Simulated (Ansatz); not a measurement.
System: MgF₂, space group P4_2/mnm, 6 atoms in the cell, a database entry, rescaled.

```
Mg F
1.0
     4.55962    0.00000    0.00000
     0.00000    4.55962    0.00000
     0.00000    0.00000    2.97565
Mg F
2 4
Direct
  0.00000 0.00000 0.00000
  0.50000 0.50000 0.50000
  0.30280 0.30280 0.00000
  0.19720 0.80280 0.50000
  0.69720 0.69720 0.00000
  0.80280 0.19720 0.50000
```

Computed with Ansatz: DFT with r2SCAN, PAW plane waves, no spin polarisation, 6×6×9 k mesh, 500 eV cutoff, Gaussian smearing of 0.024 eV.

What will the band structure look like? The path is Γ–X–M–Γ–Z–R–A–Z–X–R–M.

The bands leave a gap. The gap along this path is 8.46 eV and direct: both edges lie at Γ. The top valence level at Γ is a single band, not degenerate (spin aside).

The cell is at 6 GPa in this functional.

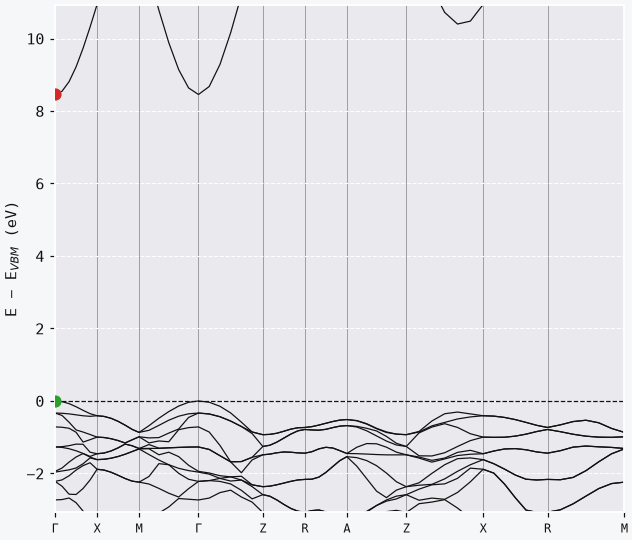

Band structure. Energies are counted from the top of the valence band. The path runs straight from each named point to the next. The path has few k points, so lines between them are rough.
